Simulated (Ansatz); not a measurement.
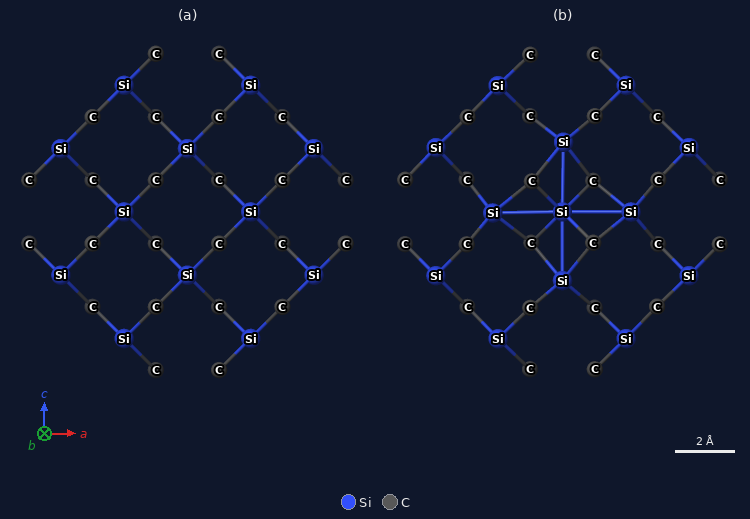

Left: perfect SiC. Right: the same region with one point defect, after relaxing the atoms in a supercell of 64 sites. The picture is a ball-and-stick view of the atoms within 6.0 Å of one point, in a slice 4.2 Å thick across the line of sight, seen along the b axis.

These are results of Ansatz, DFT, PBEsol, PAW, plane waves, not measurements. Settings: plane-wave cutoff 420 eV; k-point mesh 1 × 1 × 1; mesh shifted by (0.25, 0.25, 0.25); no spin polarisation. Fermi-Dirac smearing of 0.01 eV. A uniform background neutralises the charged cell. The axes drawn are those of the host's conventional cell.

**What kind of defect was made?**

An extra silicon atom is put between the host's atoms (an interstitial).

The charge state of the cell is +2.

**What does the relaxation do around it?**

The Si atom starts with 4 C at 1.89 Å, 6 Si at 2.18 Å around its place and ends with 4 C at 1.82 to 1.84 Å. Of the host's atoms, a silicon atom moves furthest from its site, by 0.23 Å.

Limits of the set-up: the cell is charged, on a uniform background, and energies carry no finite-size correction.
